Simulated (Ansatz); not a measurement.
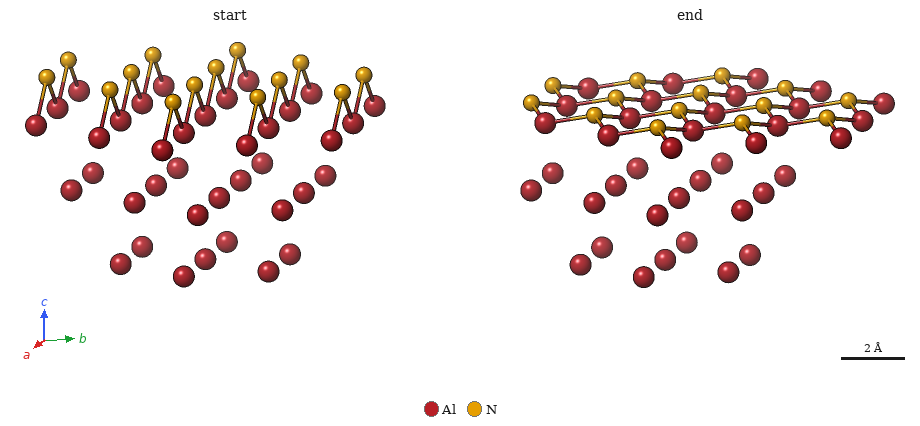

The structure of a slab of composition Al₈N (cut from the P6_3/mmc phase) before (left) and after (right) a constrained relaxation, at one scale.

The picture is a ball-and-stick view of the atoms within 5.8 Å of the atom that moves most (axes of the 2 × 3 repeat of the cell, outlined in the plane, without the vacuum), seen slightly off an axis.

Case: N put at a bridge Al-Al site. The slab is the (0 0 1) face of Al with N on it. 4 atoms are held fixed.

The calculation used DFT PBEsol, scalar-relativistic, plane waves, PAW (Ansatz). Set-up: plane-wave cutoff 420 eV; k-point mesh 12 × 12 × 1; occupations gaussian; smearing width 0.1 eV; no spin polarisation; dipole correction; atoms relaxed in a fixed cell; force threshold 0.03 eV/Å; at most 70 steps.

Q: Summarise the run.

A: The atom that moves furthest is an Al atom (1.65 Å within the plane). Largest moves by element: Al 1.65 Å, N 1.14 Å. The cell stays as it was. Among the contacts that change: Al–N 2.779 → 1.673 Å, Al–N 1.924 → 1.673 Å. New bonds form: Al–N (2.78 → 1.67 Å). Bond angles that change, for instance: N–Al–N 95.0° → 116.0°, Al–N–Al 95.0° → 116.0°. The energy falls by 2.581 eV per cell of the calculation in 15 accepted moves (17 points after the start). The largest force component goes from 2.7 to 0.014 eV/Å. The line search rejected the trial step at point 5 of the run. 1 step only repeated the SCF at the same geometry.

Limits of the set-up: the cell has an odd number of electrons but was run without spin polarisation; the periodic images lie only 2.8 Å apart, so the values are limited by the cell's size.
